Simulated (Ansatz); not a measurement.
Ge (P6_3/mmc, No. 194): coordinates from a relaxation with DFT, RPBE, plane waves (420 eV) with PAW, scalar-relativistic in Ansatz; the starting structure was generated, so it need not be a known form of this composition.

```
CELL_PARAMETERS angstrom
3.04374 0.00000 0.00000
-1.52187 2.63596 0.00000
0.00000 0.00000 9.98047
ATOMIC_POSITIONS crystal
Ge 0.00000 0.00000 0.00000
Ge 0.00000 0.00000 0.50000
Ge 0.33333 0.66667 0.25000
Ge 0.66667 0.33333 0.75000
```

What will a dark-field STEM-like image along [210] show? Simulated incoherent Z contrast: every atom adds Z^1.7 spread by a probe of 0.87 Å full width; channelling and multiple scattering are left out. The probe carries 15 % of its weight in a tail 2.5 times as wide. Shot noise was added.

Answer. The columns repeat on a rectangular net of 1.52 × 2.50 Å (plane group p2mm). All columns are alike (Ge). The shortest distance between visible columns is 1.52 Å in projection. Along the beam the structure repeats every 5.27 Å.

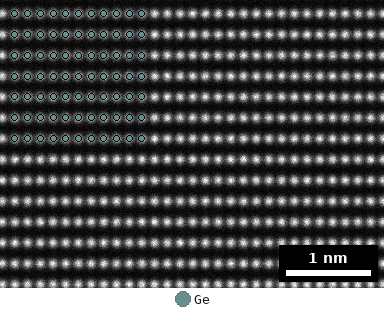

The simulated image, with the columns of the model marked in one corner.
